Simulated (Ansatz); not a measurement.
Al8As8H (cell charge +1, with a compensating background) (cell with a defect)

The calculation's input:

```
crystal:
  lattice:
    - [0.0, 5.7279123196, -5.7279123196]
    - [5.7279123196, 5.7279123196, 0.0]
    - [5.7279123196, 0.0, -5.7279123196]
  atoms:
    - { symbol: Al, position: [0.0003865477, -0.0001288492, 0.4998711508] }
    - { symbol: Al, position: [-0.0026560785, 0.4973439215, 0.5079682354] }
    - { symbol: Al, position: [0.4998711508, -0.0001288492, 0.4998711508] }
    - { symbol: Al, position: [0.4998711508, 0.5003865477, 0.4998711508] }
    - { symbol: Al, position: [-0.0026560785, 0.0079682354, 0.9973439215] }
    - { symbol: Al, position: [-0.0026560785, 0.4973439215, 0.9973439215] }
    - { symbol: Al, position: [0.4998711508, -0.0001288492, 1.0003865477] }
    - { symbol: Al, position: [0.5079682354, 0.4973439215, 0.9973439215] }
    - { symbol: As, position: [0.126875745, 0.123124255, 0.126875745] }
    - { symbol: As, position: [0.125, 0.625, 0.125] }
    - { symbol: As, position: [0.623124255, 0.123124255, 0.126875745] }
    - { symbol: As, position: [0.623124255, 0.626875745, 0.126875745] }
    - { symbol: As, position: [0.126875745, 0.123124255, 0.623124255] }
    - { symbol: As, position: [0.126875745, 0.626875745, 0.623124255] }
    - { symbol: As, position: [0.625, 0.125, 0.625] }
    - { symbol: As, position: [0.623124255, 0.626875745, 0.623124255] }
    - { symbol: H, position: [0.875, 0.375, 0.875] }
  host:
    lattice:
      - [0.0, 2.8639561598, 2.8639561598]
      - [2.8639561598, 0.0, 2.8639561598]
      - [2.8639561598, 2.8639561598, 0.0]
    atoms:
      - { symbol: Al, position: [0.0, 0.0, 0.0] }
      - { symbol: As, position: [0.75, 0.75, 0.75] }
total_charge: 1
basis:
  ecutwfc: 420
  xc_grid: 2
kpoints:
  mp_grid: { grid: [3, 3, 3], shift: [0.0, 0.0, 0.0] }
hamiltonian:
  xc: pbe
scf:
  occupations: { method: gaussian, width: 0.01 }
output:
  forces: true
  stress: false
  eigenvalues: true
  charged_corrections:
    defect_position: [0.875, 0.375, 0.875]
    epsilon: [[11.5641, 0.0, 0.0], [0.0, 11.5641, 0.0], [0.0, 0.0, 11.5641]]
  write_density: true
  write_potential: true
  elf: true
  volumetric_format: npy
relax:
  adjacent_minimum: "off"
  f_tol: 0.025
  max_steps: 45
```

Run with:

```sh
ansatz run input.yaml --threads 4 --pin off --max-ram 8192MiB --backend cpu --events-out ev --progress --plain --runs-dir out
```

The fields are those of the relaxed geometry.

Method: DFT PBE, scalar-relativistic, plane waves, PAW (Ansatz 0.2.0).

The density is the valence pseudo-density of a PAW calculation; it isn't the true density close to the nuclei.

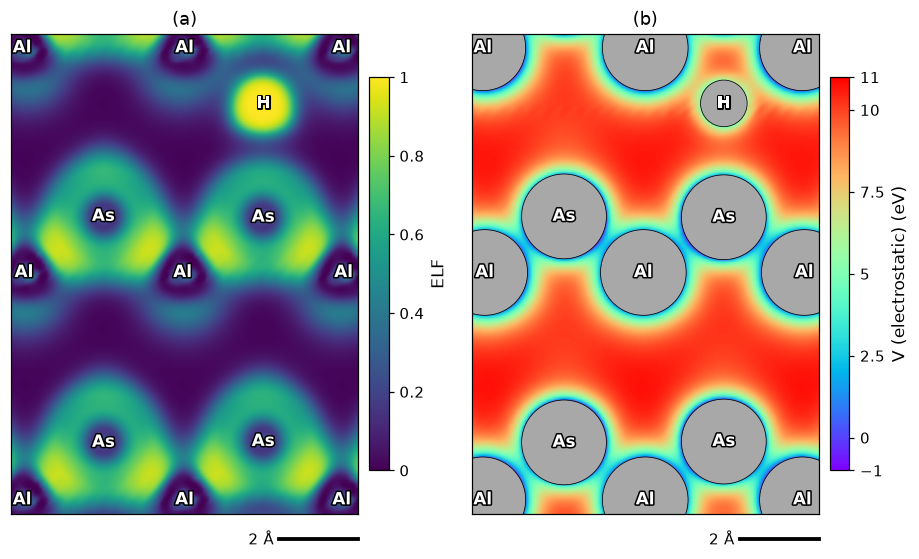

Figure 1. (a) electron localisation function; (b) electrostatic potential energy of an electron on the (11̄0) plane of the calculation cell. Grey discs cover the atomic cores in the potential map.

Question: Read the bonding off the picture.

Answer:
- The plane passes through Al, As and H nuclei.
- Al–H (2.44 Å): the ELF climbs to about 1 towards the hydrogen.
- Al–As (2.48 Å): the ELF peaks at about 0.90 between the atoms.
- Al–As (2.52 Å): the ELF peaks at about 0.90 between the atoms.
- Outside the cores the potential energy rises away from the atoms and is highest about 2.4 Å from the nearest atoms; its zero is arbitrary.

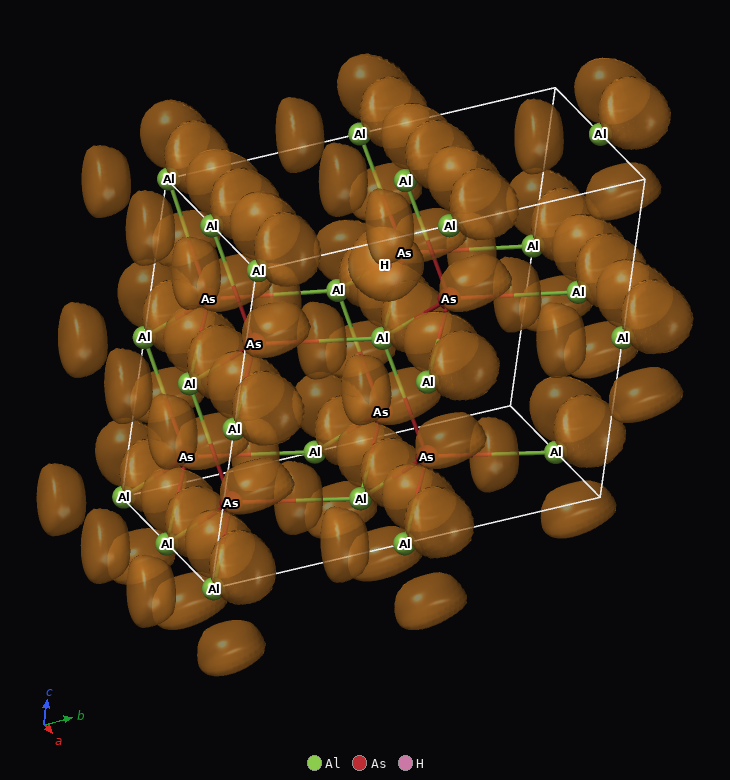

Figure 2. Isosurface of the electron localisation function at 0.75 (orange), seen slightly off an axis. Core shells and regions of very low density are left out. Sticks mark near contacts.

Question: Identify the bonds, lone pairs and shells in this picture.

Answer: The ELF exceeds this value in 32 regions between bonded Al–As atoms and one region around a hydrogen nucleus, counted in one cell of 17 atoms. Any copies at cell faces, edges or corners count once.


 Al–As (2.46 Å): the ELF peaks at about 0.95 between the atoms.

Question: Does the calculation give a band gap?

Answer: It is gapless in this calculation (a metal or semimetal).
